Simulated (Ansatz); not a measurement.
## Electronic structure of MgTe in real space

```
CELL_PARAMETERS angstrom
6.43886 0.00000 0.00000
0.00000 0.00000 -6.43886
0.00000 6.43886 0.00000
ATOMIC_POSITIONS crystal
Mg 0.50000 0.50000 0.00000
Mg 0.00000 0.50000 0.50000
Mg 0.00000 0.00000 0.00000
Mg 0.50000 0.00000 0.50000
Te 0.25000 0.75000 0.25000
Te 0.75000 0.75000 0.75000
Te 0.75000 0.25000 0.25000
Te 0.25000 0.25000 0.75000
```

Space group F-43m; a generated structure, not necessarily the stable one.

Theory: Ansatz, DFT HSE06, scalar-relativistic, plane waves, PAW.

The density is the valence pseudo-density of a PAW calculation; it isn't the true density close to the nuclei.

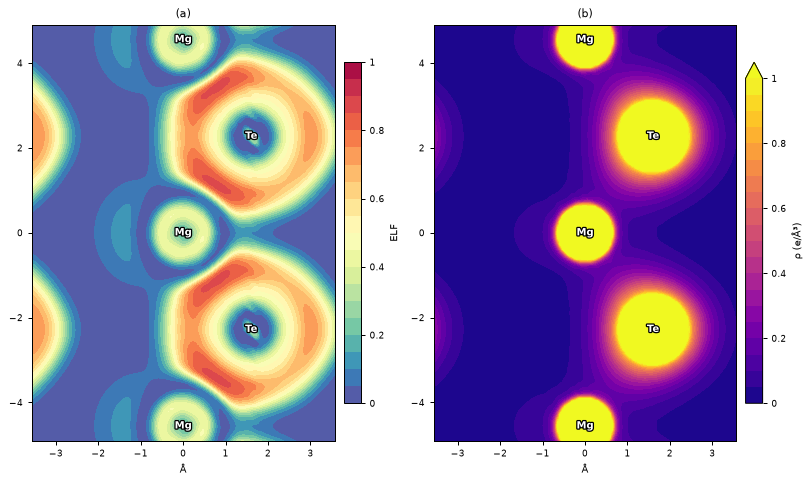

Figure 1. (a) ELF; (b) valence charge density (pseudo) on the (011) plane of the conventional cell.

Read the bonding off the picture.

The plane passes through Mg and Te nuclei. Mg–Te (2.79 Å): ρ at the midpoint is about 0.32 e/Å³; the ELF peaks at about 0.85 in the valence shell of Te, 1.4 Å from its nucleus, and is about 0.85 at the midpoint. Between the atoms the lowest density in this plane is 0.007 e/Å³.

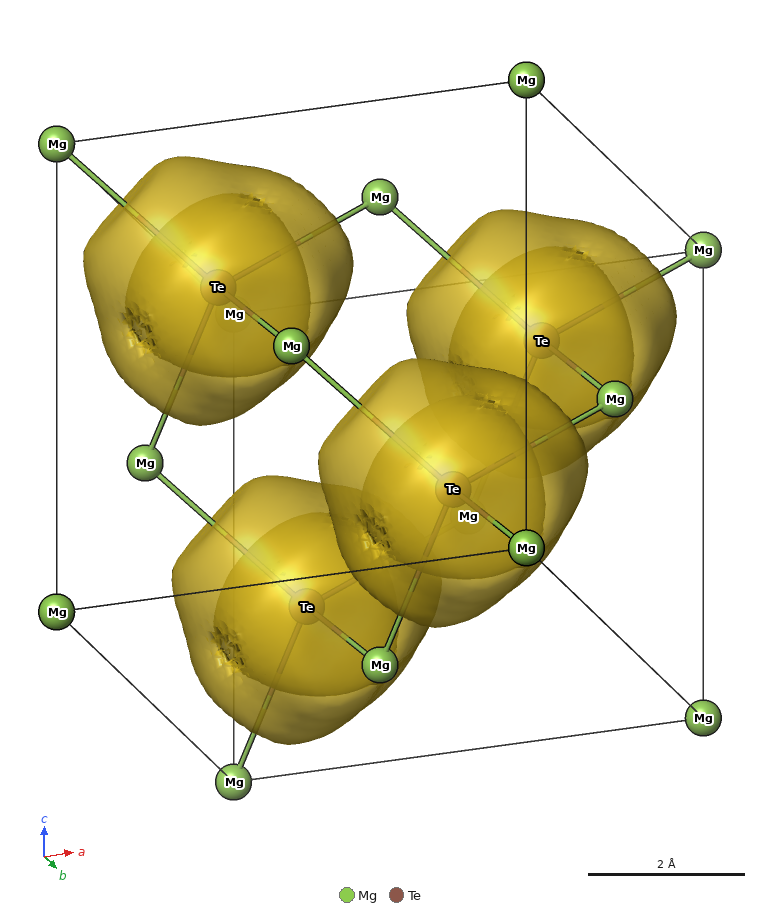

Figure 2. Isosurface of the ELF at 0.65 (yellow), seen at an oblique angle. Core shells and regions of very low density are left out. Sticks mark near contacts.

What do the ELF domains correspond to?

At this value the surface marks out four regions wrapped around Te (the valence shell of each), counted in one cell of 8 atoms. Regions shared between cells count once.

Metal or insulator at this level of theory?

It is gapped, with a Kohn–Sham gap of 3.3 eV on the k-point mesh (the band edges may lie off the mesh, which would make the gap smaller).
